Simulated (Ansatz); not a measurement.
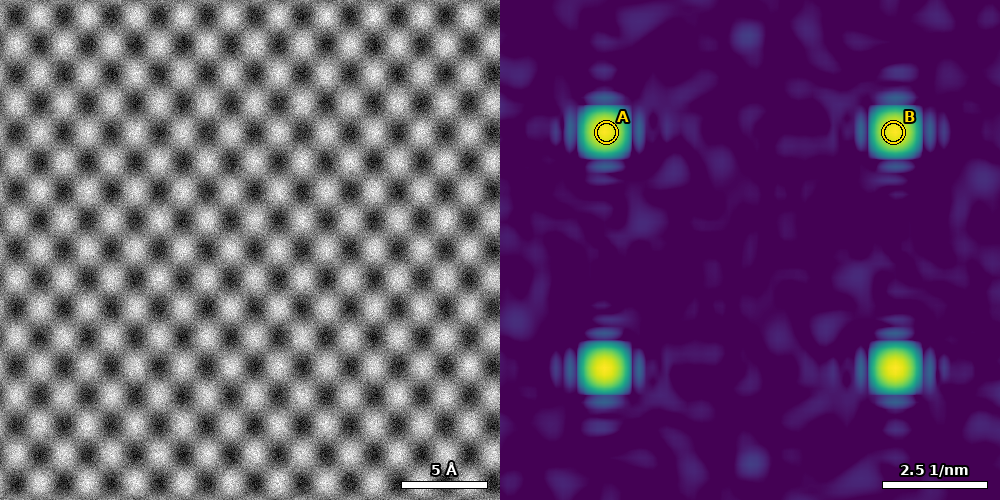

Phase-contrast TEM-like image of Ir (Pm-3n, No. 223) along [211]. Simulated in the weak-phase-object approximation with neutral-atom potentials: 300 kV, Cs = 1.00 mm, defocus −532 Å (negative is underfocus), defocus spread 20 Å, aperture 0.51 1/Å. Shot noise was added. Structure: coordinates from a relaxation with Ansatz 0.2.0, DFT, revPBE, plane waves (420 eV) with PAW, scalar-relativistic; the starting structure was generated, so it need not be a known form of this composition.

The right panel is the modulus of the image's Fourier transform on a logarithmic scale.

a = 4.961 Å, b = 4.961 Å, c = 4.961 Å, α = 90.00°, β = 90.00°, γ = 90.00°

Index the marked spots and give their plane spacings (the zone axis points at the viewer; indices equivalent by symmetry, or all signs reversed, are as good).

Answer. A: (1 -2 0), d = 2.22 Å; B: (-1 0 2), d = 2.22 Å. A and B enclose 102°, and every spot obeys the zone law hu + kv + lw = 0 for [211].
